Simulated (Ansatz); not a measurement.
LiTa4O

Input file:

```
crystal:
  lattice:
    - [4.6956860905, 0.0, 0.0]
    - [-2.3478430453, 4.0665834426, 0.0]
    - [0.0, 0.0, 5.3552488831]
  atoms:
    - { symbol: Li, position: [0.0, 0.0, 0.5] }
    - { symbol: Ta, position: [0.3333333333, 0.6666666667, 0.746552802] }
    - { symbol: Ta, position: [0.3333333333, 0.6666666667, 0.253447198] }
    - { symbol: Ta, position: [0.6666666667, 0.3333333333, 0.746552802] }
    - { symbol: Ta, position: [0.6666666667, 0.3333333333, 0.253447198] }
    - { symbol: O, position: [0.0, 0.0, 0.0] }
basis:
  ecutwfc: 420
kpoints:
  mp_grid: { grid: [12, 12, 8] }
hamiltonian:
  xc: pbe
scf:
  occupations: { method: gaussian, width: 0.1 }
output:
  forces: true
  stress: true
  eigenvalues: true
  write_density: true
  write_potential: true
  elf: true
  volumetric_format: npy
relax:
  adjacent_minimum: "off"
  f_tol: 0.01
  max_steps: 80
  cell: { stress_tol: 0.05 }
```

Command:

```sh
ansatz run input.yaml --threads 1 --pin off --max-ram 2560MiB --backend cpu --events-out ev --progress --plain --runs-dir out
```

Below, planes, directions and counts refer to the conventional cell (a = 4.69 Å, b = 4.69 Å, c = 5.37 Å, α = 90.00°, β = 90.00°, γ = 120.00°).

The fields are those of the run's last geometry, not of the input's.

Space group P6/mmm; a structure generated by program, which may or may not match a known phase; computed without spin polarisation.

These are results of DFT PBE, scalar-relativistic, plane waves, PAW in Ansatz 0.2.0, not measurements.

In a PAW calculation such maps are meaningful between the atoms, not at the nuclei.

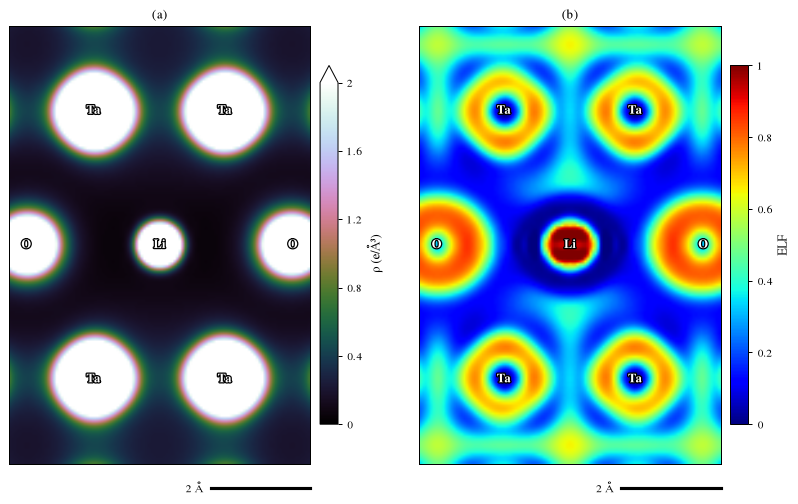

Figure 1. (a) valence electron density; (b) electron localisation function on the (110) plane of the conventional cell.

Question: What does the map show?

Answer:
- Atoms in the plane: Li, Ta and O.
- Ta–Ta (2.64 Å): ρ at the midpoint is about 0.44 e/Å³; the ELF is about 0.35 at the midpoint.
- Li–O (2.69 Å): the density is about 0.09 e/Å³ at the midpoint, with its minimum of 0.06 e/Å³ about 1.1 Å from Li; the ELF is about 0.20 at the midpoint and 0 at its lowest between the atoms (no shared electron pair shows on this line).
- Ta–O (3.03 Å): ρ at the midpoint is about 0.13 e/Å³; the ELF is about 0.10 at the midpoint: no shared electron pair shows on this line.
- Between the atoms the lowest density in this plane is 0.05 e/Å³.
- The features right at Li and Ta lie inside the PAW spheres, where the map follows smoothed inner orbitals and isn't to be read closely.

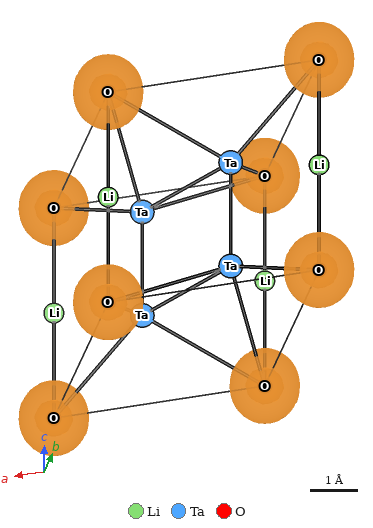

Figure 2. Isosurface of the electron localisation function at 0.75 (orange), seen at an oblique angle. Only the valence region is drawn (cores and ρ < 0.01 e/Å³ removed). Sticks mark near contacts.

Question: Identify the bonds, lone pairs and shells in this picture.

Answer: At this value the surface marks out one region wrapped around O (its valence shell), counted in one cell of 6 atoms. Any copies at cell faces, edges or corners count once.

Question: Does the calculation make it a metal, or give it a gap?

Answer: It is metallic or semimetallic at this level of theory: no gap opens; semilocal functionals without U, or without the true magnetic order, often close the gap of such compounds.
